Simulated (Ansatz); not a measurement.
The structure in question:

```
Co
1.0
     2.49214    0.00000    0.00000
    -1.24607    2.15826    0.00000
     0.00000    0.00000    4.03374
Co
2
Direct
  0.66667 0.33333 0.25000
  0.33333 0.66667 0.75000
```

**What crystal do these data define?**

The element is cobalt. The symmetry is that of P6_3/mmc (No. 194), on a primitive hexagonal lattice. The prototype is hexagonal close-packed (Mg type). The cell holds two atoms. Co is linked to twelve Co in an anticuboctahedral arrangement at 2.48 to 2.49 Å. The bonds build a three-dimensional framework.

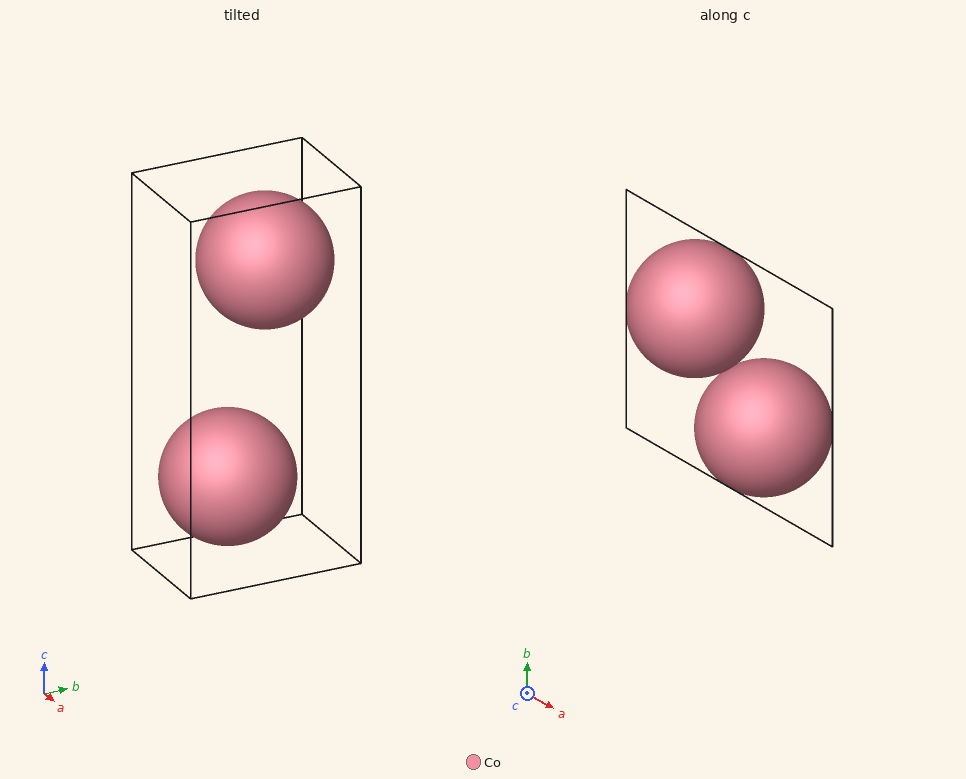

View slightly off an axis and along the c axis, drawn as a spheres-only model. The conventional unit cell is drawn as a box. Colours: cobalt pink.

The structure was taken from a structure listed in the Materials Project. Earlier steps of the study may have refined or changed the cell and positions. A calculation with Ansatz used it as input.
